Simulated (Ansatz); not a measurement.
Geometry relaxation, with input and output: AlN (part 1 of 2)

System: AlN (Ibam, 12 atoms in the cell).
Method: DFT PBE, scalar-relativistic, plane waves, PAW, no spin polarisation (Ansatz 0.2.0).

The structure was made by a generator, so it may or may not be a known phase. Figures and captions count atoms from 1; the log counts them from 0 in places.

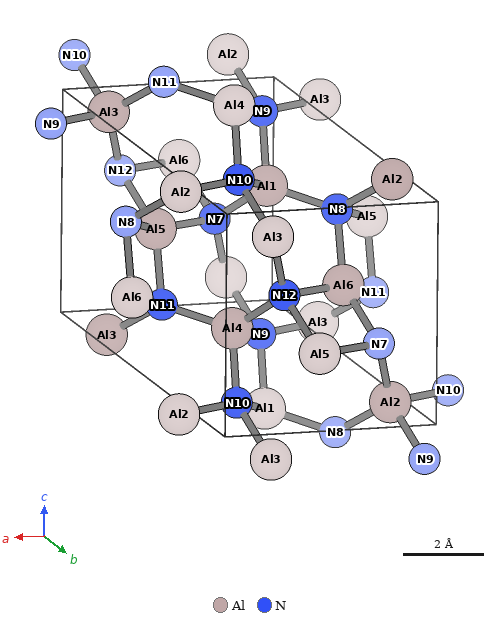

Figure 1. The starting structure (ball-and-stick view of the cell of the calculation, seen at an oblique angle; neighbours outside the cell are drawn fainter; atoms are numbered from 1 in the order of the input).

### The input
```yaml
crystal:
  lattice:
    - [-2.9018046139, 3.9989419126, 2.8059830075]
    - [2.9018046139, -3.9989419126, 2.8059830075]
    - [2.9018046139, 3.9989419126, -2.8059830075]
  atoms:
    - { symbol: Al, position: [0.3513016792, 0.4105344551, 0.7618361343] }
    - { symbol: Al, position: [0.1486983208, 0.9105344551, 0.0592327759] }
    - { symbol: Al, position: [0.8513016792, 0.0894655449, 0.9407672241] }
    - { symbol: Al, position: [0.6486983208, 0.5894655449, 0.2381638657] }
    - { symbol: Al, position: [0.75, 0.25, 0.5] }
    - { symbol: Al, position: [0.25, 0.75, 0.5] }
    - { symbol: "N", position: [0.3440956942, 0.0879671991, 0.4320628933] }
    - { symbol: "N", position: [0.1559043058, 0.5879671991, 0.7438715049] }
    - { symbol: "N", position: [0.25, 0.25, 0.0] }
    - { symbol: "N", position: [0.75, 0.75, 0.0] }
    - { symbol: "N", position: [0.8440956942, 0.4120328009, 0.2561284951] }
    - { symbol: "N", position: [0.6559043058, 0.9120328009, 0.5679371067] }
basis:
  ecutwfc: 420
kpoints:
  mp_grid: { grid: [6, 6, 6] }
hamiltonian:
  xc: pbe
scf:
  occupations: { method: gaussian, width: 0.02 }
output:
  forces: true
  stress: true
  eigenvalues: true
  write_density: true
  write_potential: true
  elf: true
  volumetric_format: npy
relax:
  adjacent_minimum: "off"
  f_tol: 0.01
  max_steps: 80
  cell: { stress_tol: 0.05 }
```

Machine: 1 thread of Intel Xeon (Sapphire Rapids), 16 GiB of memory available, shared host.

Command:
```bash
ansatz run input.yaml --threads 1 --pin off --max-ram 2560MiB --backend cpu --events-out ev --progress --plain --runs-dir out
```

### What the program printed
```
Engine: ansatz 0.2.0, x86_64-unknown-linux-gnu
Pseudopotentials: kind: paw
Pseudopotential: Al, paw, valence charge 3, recommended cutoff 420 eV (normal), Al.paw.azcp
Pseudopotential: N, paw, valence charge 5, recommended cutoff 420 eV (normal), N.paw.azcp
Functional definition: PBE
  parameter kappa = 0.804
  parameter beta = 0.06672455060314922
  exchange = pbe_x(kappa = kappa, mu = beta*pi^2/3)
  correlation = pbe_c(beta = beta)
Crystal: 12 atoms, lattice volume = 130.244 Å³
Basis set: ecut = 420 eV, 2557 PW (Γ), exchange–correlation on 80×80×80 points (8 copies of the dense FFT grid, shifted against one another)
Bands: 36, of which v1, the nominal top of the filled ones, is band 24 counted from 1 (23 counted from 0)
Symmetry: 8 space group operations
Space group: Ibam (ITA 72), of the structure as read, at distance tolerance 5.1e-5 Å
k-points: 46 of 216
Non-local potential: Al, projectors of the file, l = 0: 2, l = 1: 2, l = 2: 1
Non-local potential: N, projectors of the file, l = 0: 2, l = 1: 2, l = 2: 1
PAW form: soft (Blöchl's): semilocal exchange-correlation on the pseudo side does not see the compensation charge
PAW one-centre angular grid: Al, 110 points (default); XC on 64 Gauss nodes
PAW one-centre angular grid: N, 110 points (default); XC on 64 Gauss nodes
Initial density: superposition of atomic densities (neutral atoms: chi_scale 0, normalization atom), corrected by the library's trained network
Initial wavefunctions: pseudopotential atomic-orbital guess
Functional: x = pbe(κ = 0.804, μ = 0.2195149727645171), c = pbe(β = 0.06672455060314922)
SCF iter   1: F=—  HF=-5543.137459 eV  |F-HF|=—  |Δ(HF+E_count)|=         —  Δρ=1.99e-3  dr2=2.14e-3  ethr=1.77e-3  ⟨swp⟩=6.7  Hψ=8388  notcnv=0  defer=14
preconditioner: auto → Resta (q_TF=auto, 2.310 Å⁻¹)  ε∞=4.2  [insulator: Δε(μ)=2.693 eV  Ē_g=12.623 eV  σ=0.020 eV  W_gap=1.00  n_scr=26 (ndim 8)  ℏωp=22.5 eV  f_vac=0.000  D(μ)=0.00/eV (n_scr^D=0)  ε∞_Penn≈4.2]
SCF iter   2: F=—  HF=-5543.137158 eV  |F-HF|=—  |Δ(HF+E_count)|=   3.00e-4  Δρ=1.01e-3  dr2=6.68e-4  ethr=4.45e-6  ⟨swp⟩=2.0  Hψ=2872  notcnv=0  defer=175
SCF iter   3: F=—  HF=-5543.137625 eV  |F-HF|=—  |Δ(HF+E_count)|=   4.66e-4  Δρ=4.63e-4  dr2=2.60e-4  ethr=1.39e-6  ⟨swp⟩=2.0  Hψ=2510  notcnv=0  defer=175
SCF iter   4: F=—  HF=-5543.137571 eV  |F-HF|=—  |Δ(HF+E_count)|=   5.38e-5  Δρ=1.08e-4  dr2=1.54e-5  ethr=5.42e-7  ⟨swp⟩=2.1  Hψ=2216  notcnv=0  defer=175
SCF iter   5: F=—  HF=-5543.137657 eV  |F-HF|=—  |Δ(HF+E_count)|=   8.64e-5  Δρ=3.03e-5  dr2=7.99e-7  ethr=3.21e-8  ⟨swp⟩=2.0  Hψ=2224  notcnv=0  defer=175
SCF iter   6: F=—  HF=-5543.137658 eV  |F-HF|=—  |Δ(HF+E_count)|=   3.64e-7  Δρ=1.74e-5  dr2=3.89e-7  ethr=1.66e-9  ⟨swp⟩=2.1  Hψ=2442  notcnv=0  defer=175
SCF iter   7: F=-5543.137658 eV  HF=-5543.137658 eV  |F-HF|=2.65e-10  |Δ(HF+E_count)|=   7.10e-8  Δρ=3.50e-6  dr2=1.32e-8  ethr=2.08e-10  ⟨swp⟩=11.5  Hψ=10805  notcnv=0
SCF 1 converged in 7 iterations: F = -5543.137658 eV  dr2 = 1.32e-8
  greatest PAW one-centre occupation: 0.790 electrons in one spin orbital (limit 2), on the N atom at site 11 (counted from 0), in its partial waves of l = 0
relax step   1: F+E_penalty+E_count = -5543.13765756 eV  Δ(F+E_penalty+E_count) = +0.000e0 eV  max|allowed force component| = 2.238e-2 eV/Å  Δτ_max = 0.0000 Å  P = +0.156 GPa  Ω = 130.244 Å³  (7 SCF iters, dr2 threshold 1.00e-7 eV, accepted)
Crystal: 12 atoms, lattice volume = 130.293 Å³
Initial density: handed on by an earlier stage of this run
Initial wavefunctions: those handed on with the density
iter 1 solved again at ethr=1.03e-7 eV; its pass at ethr=3.10e-3 eV (dr2=4.93e-5 eV) is discarded
SCF iter   1: F=—  HF=-5543.137595 eV  |F-HF|=—  |Δ(HF+E_count)|=         —  Δρ=1.81e-4  dr2=5.09e-5  ethr=1.03e-7  ⟨swp⟩=2.7  Hψ=6441  notcnv=0
preconditioner: auto → Resta (q_TF=auto, 2.310 Å⁻¹)  ε∞=4.2  [insulator: Δε(μ)=2.682 eV  Ē_g=12.617 eV  σ=0.020 eV  W_gap=1.00  n_scr=26 (ndim 8)  ℏωp=22.5 eV  f_vac=0.000  D(μ)=0.00/eV (n_scr^D=0)  ε∞_Penn≈4.2]
SCF iter   2: F=—  HF=-5543.137669 eV  |F-HF|=—  |Δ(HF+E_count)|=   7.38e-5  Δρ=7.39e-5  dr2=7.30e-6  ethr=1.03e-7  ⟨swp⟩=2.0  Hψ=2435  notcnv=0
SCF iter   3: F=—  HF=-5543.137667 eV  |F-HF|=—  |Δ(HF+E_count)|=   1.60e-6  Δρ=3.37e-5  dr2=1.67e-6  ethr=1.52e-8  ⟨swp⟩=2.0  Hψ=2544  notcnv=0
SCF iter   4: F=-5543.137667 eV  HF=-5543.137667 eV  |F-HF|=1.54e-8  |Δ(HF+E_count)|=   3.05e-7  Δρ=7.10e-6  dr2=5.67e-8  ethr=5.70e-10  ⟨swp⟩=7.5  Hψ=10554  notcnv=0
SCF 2 converged in 4 iterations: F = -5543.137667 eV  dr2 = 5.67e-8
relax step   2: F+E_penalty+E_count = -5543.13766667 eV  Δ(F+E_penalty+E_count) = -9.105e-6 eV  max|allowed force component| = 1.823e-2 eV/Å  Δτ_max = 0.0010 Å  P = +0.081 GPa  Ω = 130.293 Å³  energy of the carried Pulay correction = -1.449e-4 eV  (4 SCF iters, dr2 threshold 2.73e-7 eV, accepted)
Crystal: 12 atoms, lattice volume = 130.341 Å³
Basis set: ecut = 420 eV, 2565 PW (Γ), exchange–correlation on 80×80×80 points (8 copies of the dense FFT grid, shifted against one another)
iter 1 solved again at ethr=1.79e-7 eV; its pass at ethr=3.10e-3 eV (dr2=8.60e-5 eV) is discarded
SCF iter   1: F=—  HF=-5543.137559 eV  |F-HF|=—  |Δ(HF+E_count)|=         —  Δρ=2.46e-4  dr2=8.89e-5  ethr=1.79e-7  ⟨swp⟩=2.4  Hψ=6348  notcnv=0
preconditioner: auto → Resta (q_TF=auto, 2.310 Å⁻¹)  ε∞=4.2  [insulator: Δε(μ)=2.678 eV  Ē_g=12.613 eV  σ=0.020 eV  W_gap=1.00  n_scr=26 (ndim 8)  ℏωp=22.5 eV  f_vac=0.000  D(μ)=0.00/eV (n_scr^D=0)  ε∞_Penn≈4.2]
SCF iter   2: F=—  HF=-5543.137625 eV  |F-HF|=—  |Δ(HF+E_count)|=   6.64e-5  Δρ=9.80e-5  dr2=1.16e-5  ethr=1.79e-7  ⟨swp⟩=2.1  Hψ=2462  notcnv=0
SCF iter   3: F=—  HF=-5543.137619 eV  |F-HF|=—  |Δ(HF+E_count)|=   6.01e-6  Δρ=4.66e-5  dr2=2.90e-6  ethr=2.42e-8  ⟨swp⟩=2.0  Hψ=2517  notcnv=0
SCF iter   4: F=—  HF=-5543.137619 eV  |F-HF|=—  |Δ(HF+E_count)|=   4.32e-7  Δρ=9.37e-6  dr2=1.04e-7  ethr=6.04e-9  ⟨swp⟩=2.8  Hψ=2747  notcnv=0
SCF iter   5: F=-5543.137619 eV  HF=-5543.137619 eV  |F-HF|=9.22e-10  |Δ(HF+E_count)|=  3.38e-10  Δρ=3.51e-6  dr2=1.35e-8  ethr=1.16e-10  ⟨swp⟩=9.4  Hψ=9398  notcnv=0
SCF 3 converged in 5 iterations: F = -5543.137619 eV  dr2 = 1.35e-8
relax step   3: F+E_penalty+E_count = -5543.13761850 eV  Δ(F+E_penalty+E_count) = +4.816e-5 eV  max|allowed force component| = 3.859e-3 eV/Å  Δτ_max = 0.0013 Å  P = -0.018 GPa  Ω = 130.341 Å³  energy of the carried Pulay correction = -2.857e-4 eV  (5 SCF iters, dr2 threshold 5.59e-8 eV, accepted)
Initial wavefunctions: pseudopotential atomic-orbital guess (no wavefunctions were taken with the density)
iter 1 solved again at ethr=1.89e-7 eV; its pass at ethr=3.10e-3 eV (dr2=9.09e-5 eV) is discarded
SCF iter   1: F=—  HF=-5543.137794 eV  |F-HF|=—  |Δ(HF+E_count)|=         —  Δρ=7.62e-6  dr2=2.12e-8  ethr=1.89e-7  ⟨swp⟩=3.2  Hψ=13156  notcnv=0
eigensolver tolerance schedule: the retry pair's looser diagonalisation over-reported the residual by 4286.70 of it (diagonalisation noise at 0.35 of the residual, at the tolerance the schedule requests for it); recorded, not acted on — ethr = c·dr2/N_el stays at c = 1.0e-1
preconditioner: auto → Resta (q_TF=auto, 2.310 Å⁻¹)  ε∞=4.2  [insulator: Δε(μ)=2.680 eV  Ē_g=12.614 eV  σ=0.020 eV  W_gap=1.00  n_scr=26 (ndim 8)  ℏωp=22.5 eV  f_vac=0.000  D(μ)=0.00/eV (n_scr^D=0)  ε∞_Penn≈4.2]
SCF iter   2: F=—  HF=-5543.137878 eV  |F-HF|=—  |Δ(HF+E_count)|=   8.37e-5  Δρ=4.18e-6  dr2=7.25e-9  ethr=4.42e-11  ⟨swp⟩=2.2  Hψ=2828  notcnv=0
SCF iter   3: F=—  HF=-5543.137878 eV  |F-HF|=—  |Δ(HF+E_count)|=   4.48e-8  Δρ=1.76e-6  dr2=2.06e-9  ethr=1.51e-11  ⟨swp⟩=2.0  Hψ=2497  notcnv=0
SCF iter   4: F=—  HF=-5543.137878 eV  |F-HF|=—  |Δ(HF+E_count)|=   8.64e-9  Δρ=4.60e-7  dr2=2.54e-10  ethr=4.29e-12  ⟨swp⟩=2.5  Hψ=2769  notcnv=0
SCF iter   5: F=-5543.137878 eV  HF=-5543.137878 eV  |F-HF|=6.46e-11  |Δ(HF+E_count)|=  1.22e-10  Δρ=1.49e-7  dr2=1.09e-11  ethr=1.00e-12  ⟨swp⟩=5.8  Hψ=6866  notcnv=0
SCF 4 converged in 5 iterations: F = -5543.137878 eV  dr2 = 1.09e-11
relax step   4: F+E_penalty+E_count = -5543.13787823 eV  Δ(F+E_penalty+E_count) = -2.597e-4 eV  max|allowed force component| = 3.861e-3 eV/Å  Δτ_max = 0.0000 Å  P = -0.014 GPa  Ω = 130.341 Å³  stress off target by 5.15e-2 GPa  SCF on the basis re-selected at this cell (its energy is not comparable with the rows above)  (5 SCF iters)
basis re-selected at this cell: Δ(F+E_penalty+E_count) = -2.597e-4 eV, ΔP = +0.004 GPa vs the last step (what re-selecting the basis moved, of the pressure what is left beyond the Pulay correction that the steps carried, after the strain that the cell walked since its last selection, with what the two solves' SCF thresholds leave and, on support functions, any second-order correction that the steps lacked; it is no measure of the basis error at this ecutwfc). This SCF's stress stands 5.15e-2 GPa from its target on what of the cell is left free (relax.cell.stress_tol is 5.00e-2 GPa) and its largest allowed force component is 3.86e-3 eV/Å (relax.f_tol is 1.00e-2 eV/Å): not within both, so this SCF does not close the relaxation
Crystal: 12 atoms, lattice volume = 130.330 Å³
iter 1 solved again at ethr=2.50e-8 eV; its pass at ethr=3.10e-3 eV (dr2=1.20e-5 eV) is discarded
SCF iter   1: F=—  HF=-5543.137844 eV  |F-HF|=—  |Δ(HF+E_count)|=         —  Δρ=8.17e-5  dr2=1.21e-5  ethr=2.50e-8  ⟨swp⟩=2.2  Hψ=6184  notcnv=0
preconditioner: auto → Resta (q_TF=auto, 2.310 Å⁻¹)  ε∞=4.2  [insulator: Δε(μ)=2.681 eV  Ē_g=12.614 eV  σ=0.020 eV  W_gap=1.00  n_scr=26 (ndim 8)  ℏωp=22.5 eV  f_vac=0.000  D(μ)=0.00/eV (n_scr^D=0)  ε∞_Penn≈4.2]
SCF iter   2: F=—  HF=-5543.137927 eV  |F-HF|=—  |Δ(HF+E_count)|=   8.27e-5  Δρ=3.51e-5  dr2=1.53e-6  ethr=2.50e-8  ⟨swp⟩=2.3  Hψ=2384  notcnv=0
SCF iter   3: F=—  HF=-5543.137924 eV  |F-HF|=—  |Δ(HF+E_count)|=   3.38e-6  Δρ=1.69e-5  dr2=4.83e-7  ethr=3.19e-9  ⟨swp⟩=2.4  Hψ=2706  notcnv=0
SCF iter   4: F=—  HF=-5543.137924 eV  |F-HF|=—  |Δ(HF+E_count)|=   9.85e-8  Δρ=2.62e-6  dr2=6.92e-9  ethr=1.01e-9  ⟨swp⟩=2.9  Hψ=2987  notcnv=0
SCF iter   5: F=-5543.137924 eV  HF=-5543.137924 eV  |F-HF|=6.86e-10  |Δ(HF+E_count)|=   1.57e-9  Δρ=1.11e-6  dr2=1.31e-9  ethr=1.38e-11  ⟨swp⟩=7.9  Hψ=8289  notcnv=0
SCF 5 converged in 5 iterations: F = -5543.137924 eV  dr2 = 1.31e-9
relax step   5: F+E_penalty+E_count = -5543.13792365 eV  Δ(F+E_penalty+E_count) = -4.542e-5 eV  max|allowed force component| = 4.402e-3 eV/Å  Δτ_max = 0.0004 Å  P = -0.007 GPa  Ω = 130.330 Å³  energy of the carried Pulay correction = +3.025e-5 eV  (5 SCF iters, dr2 threshold 6.64e-9 eV, accepted)
iter 1 solved again at ethr=1.85e-7 eV; its pass at ethr=3.10e-3 eV (dr2=8.89e-5 eV) is discarded
SCF iter   1: F=—  HF=-5543.137823 eV  |F-HF|=—  |Δ(HF+E_count)|=         —  Δρ=4.11e-6  dr2=1.01e-8  ethr=1.85e-7  ⟨swp⟩=3.2  Hψ=13184  notcnv=0
eigensolver tolerance schedule: the retry pair's looser diagonalisation over-reported the residual by 8784.21 of it (diagonalisation noise at 1.10 of the residual, at the tolerance the schedule requests for it); recorded, not acted on — ethr = c·dr2/N_el stays at c = 1.0e-1
SCF iter   2: F=—  HF=-5543.137907 eV  |F-HF|=—  |Δ(HF+E_count)|=   8.38e-5  Δρ=2.14e-6  dr2=2.96e-9  ethr=2.11e-11  ⟨swp⟩=3.1  Hψ=3607  notcnv=0
SCF iter   3: F=—  HF=-5543.137907 eV  |F-HF|=—  |Δ(HF+E_count)|=   2.90e-9  Δρ=1.32e-6  dr2=6.95e-10  ethr=6.17e-12  ⟨swp⟩=2.1  Hψ=2598  notcnv=0
SCF iter   4: F=-5543.137907 eV  HF=-5543.137907 eV  |F-HF|=1.47e-10  |Δ(HF+E_count)|=   4.33e-9  Δρ=2.57e-7  dr2=3.09e-11  ethr=1.00e-12  ⟨swp⟩=4.7  Hψ=8099  notcnv=0
SCF 6 converged in 4 iterations: F = -5543.137907 eV  dr2 = 3.09e-11
relax step   6: F+E_penalty+E_count = -5543.13790679 eV  Δ(F+E_penalty+E_count) = +1.686e-5 eV  max|allowed force component| = 4.402e-3 eV/Å  Δτ_max = 0.0000 Å  P = -0.007 GPa  Ω = 130.330 Å³  stress off target by 1.76e-2 GPa  SCF on the basis re-selected at this cell (its energy is not comparable with the rows above)  (4 SCF iters)
```

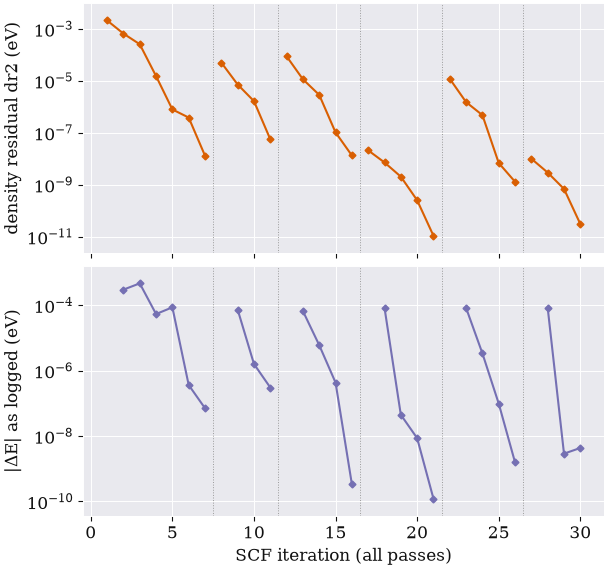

Figure 2. Convergence of the self-consistent field: density residual dr2 and size of the energy change against the SCF iteration. The dotted lines part the SCF passes of the relaxation: geometry steps, rejected trials and re-solves on a re-selected basis. The 6 passes take 4 to 7 iterations each, 30 in all.

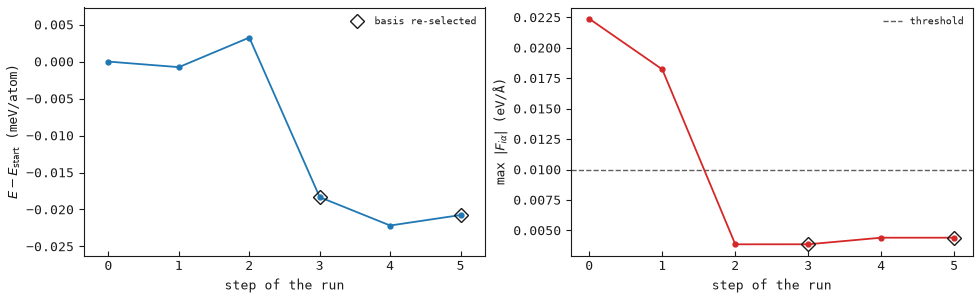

Figure 3. Progress of the relaxation, step by step (the first geometry is step 0 here and step 1 in the log). Over 3 geometry steps the energy falls by next to nothing (0.0 meV per atom). The largest force component goes from 0.022 to 0.0044 eV/Å. The pressure goes from 0.16 to −0.01 GPa. The basis was re-selected once at an unchanged geometry, which shifts the energy a little without any move. No atom moves by more than 0.005 Å relative to the cell. The energy change given includes the shifts at the re-selections in mid-walk, which come without any move. A last SCF at the same geometry on a re-selected plane-wave basis shifts the energy by +0.0 meV per atom.
